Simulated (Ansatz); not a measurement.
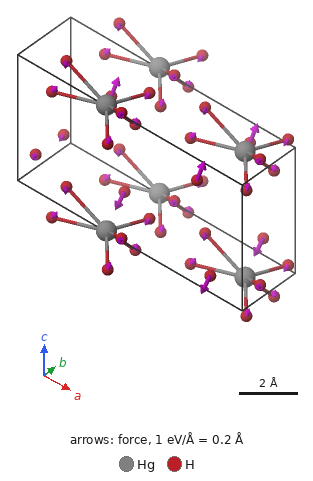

Starting geometry of a crystal of HgH8 (a generated structure, set up in Cm) (coarse preliminary run) with the computed forces as purple arrows. Style: ball-and-stick. Shown: the conventional cell (2 times the calculation's cell), slightly off an axis. Lengths and directions refer to the drawn axes.

The calculation used Ansatz, DFT PBE, scalar-relativistic, plane waves, PAW. (plane-wave cutoff 420 eV; k-point mesh 4 × 4 × 4; occupations gaussian; smearing width 0.1 eV; no spin polarisation; cell and atoms relaxed; force threshold 0.04 eV/Å; at most 70 steps)

Q: Is this structure relaxed? If not, where do the atoms go?

A: It isn't relaxed: the largest force vector, on an H atom, is 3.89 eV/Å. The final displacements follow the starting forces only in part (cosine between the two patterns 0.31). After 37 accepted moves (43 points after the start) the energy has fallen by 959 meV per atom. Largest force component: 3.9 eV/Å at the start, 0.02 eV/Å at the end. The pressure goes from −8.28 to 0.06 GPa. The line search rejected the trial steps at points 2, 14, 25, 33 of the run. At 2 points the geometry stayed and the basis and grid were re-selected for the new cell (energy shift of 7.3 meV per atom at most each time). The largest moves relative to the cell, 2.08 Å, are those of Hg and H atoms. Largest moves by element: Hg 2.08 Å, H 2.07 Å. Cell: a 9.217 → 11.271 Å (+22.3 %), b 6.392 → 7.503 Å (+17.4 %), c 4.516 → 5.188 Å (+14.9 %), β 116.8° → 115.6°. Volume +66.6 %. Among the contacts that change: H–Hg 2.026 → 4.324 Å, H–Hg 2.088 → 4.286 Å, H–Hg 2.003 → 4.020 Å, H–Hg 2.027 → 3.312 Å. New bonds form: H–H (1.22 → 0.75 Å), H–H (1.25 → 0.75 Å), H–H (1.26 → 0.75 Å). Bonds break: H–Hg (2.00 → 4.02 Å). The space group stays Cm (No. 8). Cost: 3.2 min on 1 thread of AMD EPYC 7B13 (Zen 3), on a shared host, peak memory 0.48 GiB.
